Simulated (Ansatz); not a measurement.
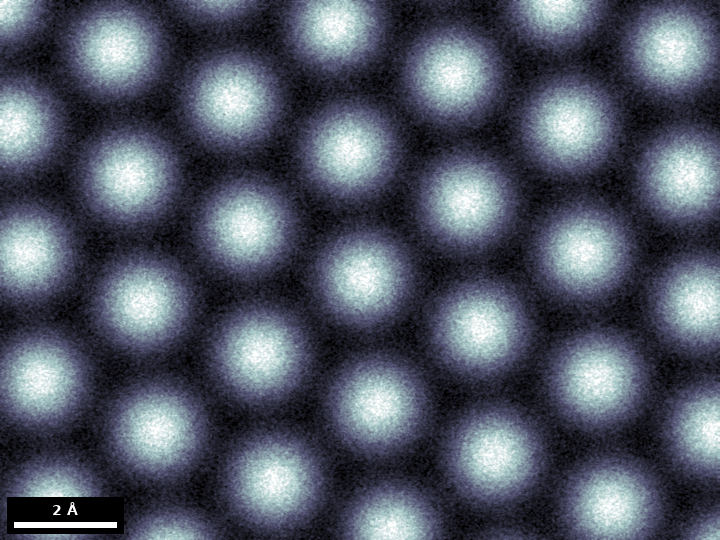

An image along [111] of one of the structures below (computed or model cells, partly hypothetical, each in its standard cell). Simulation: incoherent imaging, intensity Z^1.7 per atom, probe width 1.30 Å, thin sample. The probe carries 15 % of its weight in a tail 2.5 times as wide. The display is stretched by a gamma of 0.8; percentages refer to the linear signal. Shot noise and a slight drift were added.

A. Rh
Space group P6/mmm (No. 191). a = 4.358 Å, b = 4.358 Å, c = 2.675 Å, α = 90.00°, β = 90.00°, γ = 120.00°
```json
{"atom": "Rh", "site": "1a", "symmetry": "6/mmm", "x": "0.0000", "y": "0.0000", "z": "0.0000"}
{"atom": "Rh", "site": "2d", "symmetry": "-6m2", "x": "0.3333", "y": "0.6667", "z": "0.5000"}
```

B. Rh
Space group Im-3m (No. 229). a = 3.044 Å, b = 3.044 Å, c = 3.044 Å, α = 90.00°, β = 90.00°, γ = 90.00°
| atom | site | symmetry | x | y | z |
| --- | --- | --- | --- | --- | --- |
| Rh | 2a | m-3m | 0.0000 | 0.0000 | 0.0000 |

C. Rh
Space group P6_3/mmc (No. 194). a = 2.730 Å, b = 2.730 Å, c = 8.901 Å, α = 90.00°, β = 90.00°, γ = 120.00°
| atom | site | symmetry | x | y | z |
| --- | --- | --- | --- | --- | --- |
| Rh | 2a | -3m. | 0.0000 | 0.0000 | 0.0000 |
| Rh | 2c | -6m2 | 0.3333 | 0.6667 | 0.2500 |

D. Rh
Space group P6_3/mmc (No. 194). a = 2.701 Å, b = 2.701 Å, c = 4.358 Å, α = 90.00°, β = 90.00°, γ = 120.00°
```json
{"atom": "Rh", "site": "2c", "symmetry": "-6m2", "x": "0.3333", "y": "0.6667", "z": "0.2500"}
```

> Which structure was imaged?

B, Rh. Along [111] the projected cells are A 2.28 × 3.94 Å, 107°; B 2.49 × 2.49 Å, 120°; C 2.61 × 2.70 Å, 119°; D 2.30 × 2.61 Å, 116°. The image repeats as B does.

Structure B: the end point of a relaxation with DFT, m-r2SCAN, plane waves (500 eV) with PAW, scalar-relativistic (Ansatz 0.2.0); the starting structure was generated, so it need not be a known form of this composition.
